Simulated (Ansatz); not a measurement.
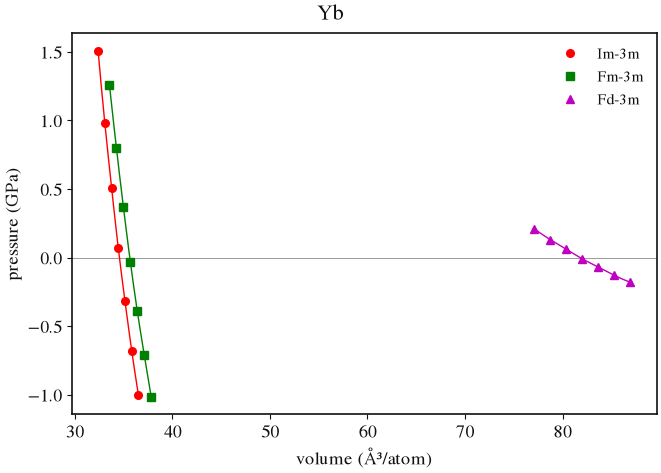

Caption: Pressure against volume, with one curve for each structure, for Yb.

Settings that differ: Im-3m: k mesh 37×37×37, atoms in cell 1, density tolerance 1e−07 eV, lattice centring body-centred primitive, space group number 229, structure type bcc; Fm-3m: k mesh 36×36×36, atoms in cell 1, density tolerance 1e−07 eV, lattice centring face-centred primitive, space group number 225, structure type fcc; Fd-3m: k mesh 22×22×22, atoms in cell 2, density tolerance 1.6e−07 eV, lattice centring face-centred primitive, space group number 227, structure type diamond.

The fitted equilibrium volumes, smallest first, are Im-3m 34.58, Fm-3m 35.64, Fd-3m 81.80 Å³/atom. The fitted bulk moduli, smallest first, are Fd-3m 3.3, Fm-3m 18.8, Im-3m 20.3 GPa. For Im-3m, the pressure falls from 1.508 GPa at volume 32.39 Å³/atom to −1.001 GPa at 36.52 Å³/atom, and changes sign near 34.58 Å³/atom. For Fm-3m, the pressure falls from 1.259 GPa at volume 33.55 Å³/atom to −1.016 GPa at 37.83 Å³/atom, and changes sign near 35.64 Å³/atom. For Fd-3m, the pressure falls from 0.21 GPa at volume 77.11 Å³/atom to −0.18 GPa at 86.95 Å³/atom, and changes sign near 81.8 Å³/atom.

How it was computed, with Ansatz 0.2.0 development build: equation of state of a cubic crystal from periodic Kohn-Sham density functional theory without spin, third-order Birch-Murnaghan fit to the free energies; pressure corrected for the finite basis. Level: PBE.

| setting | value |
| --- | --- |
| occupation method | Fermi–Dirac |
| occupation width | 0.06123 eV |
| wave cutoff | 420 eV |
| datasets | soft-1 PAW |
| density cutoff ratio | 4 |
| search for lower states | default |

Caveats: cubic model structure, not the ambient form (Im-3m, Fd-3m); semilocal functionals place the filled 4f shell too high and overbind.
